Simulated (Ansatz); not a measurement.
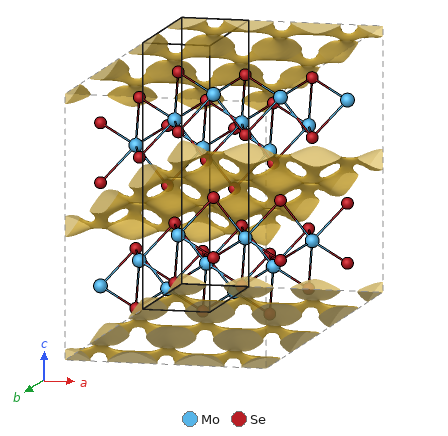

Bond-valence mismatch map for Mg2+ in MoSe$_{2}$ (P6_3/mmc): the yellow surface encloses the points where |V − 2| < 0.6 v.u. (3×3×1 cells, view from a free direction). Pale faces close the region where the drawn box cuts it.

At each point the valence sum V of a Mg2+ ion is computed from the anions within 5 Å (s = exp((R0 − d)/b), R0 fitted to published crystal structures with b = 0.37 Å; R0: Mg2+–Se 2.317 Å). Points too close to the other cations are excluded (2.2 Å from Mo). Mg2+ is a guest here, not part of the formula. This is an empirical screen for pathways, not an energy calculation.

The cell is taken from the geometry relaxed with Ansatz, DFT PBE, scalar-relativistic, plane waves, PAW.

```
Mo Se
1.0
     3.32093    0.00000    0.00000
    -1.66046    2.87601    0.00000
     0.00000    0.00000   14.82696
Mo Se
2 4
Direct
  0.66667 0.33333 0.75000
  0.33333 0.66667 0.25000
  0.33333 0.66667 0.86255
  0.66667 0.33333 0.36255
  0.33333 0.66667 0.63745
  0.66667 0.33333 0.13745
```

How are the low-mismatch regions connected?

Answer. The regions form a two-dimensional network in layers parallel to (001).

At which mismatch do paths open?

Answer. From a mismatch of about 0.50 v.u. the regions form a two-dimensional network in layers parallel to (001). No third dimension opens below 1.4 v.u. These are grid estimates, good to about 0.1 v.u.
